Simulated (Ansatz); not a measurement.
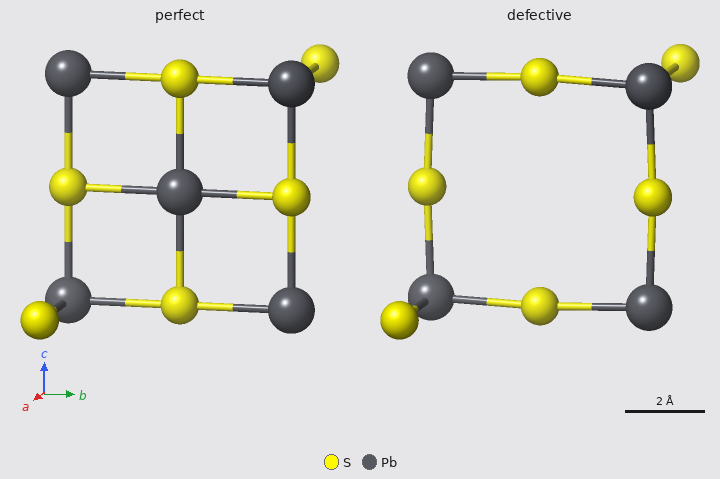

Left: perfect PbS. Right: the same region with one point defect, after relaxing the atoms in a supercell of 64 sites. The picture is a ball-and-stick view of the atoms within 5.4 Å of one point, in a slice 3.4 Å thick across the line of sight, seen slightly off an axis.

These are results of DFT, PBEsol, PAW, plane waves (Ansatz 0.2.0), not measurements. Settings: plane-wave cutoff 420 eV; k-point mesh 1 × 1 × 1; mesh shifted by (0.25, 0.25, 0.25); collinear spin. Fermi-Dirac smearing of 0.01 eV. A uniform background neutralises the charged cell. The axes drawn are those of the host's conventional cell.

### What kind of defect was made?

A lead atom is taken out (a vacancy).

The charge state of the cell is −1.

### What does the relaxation do around it?

Around the empty Pb site the host had 6 S at 2.95 Å; after relaxation the nearest atoms are 6 S at 2.97 to 2.99 Å. Of the host's atoms, a lead atom moves furthest from its site, by 0.11 Å. The cell ends without a net magnetic moment.

Limits of the set-up: the cell is charged, on a uniform background, and energies carry no finite-size correction.
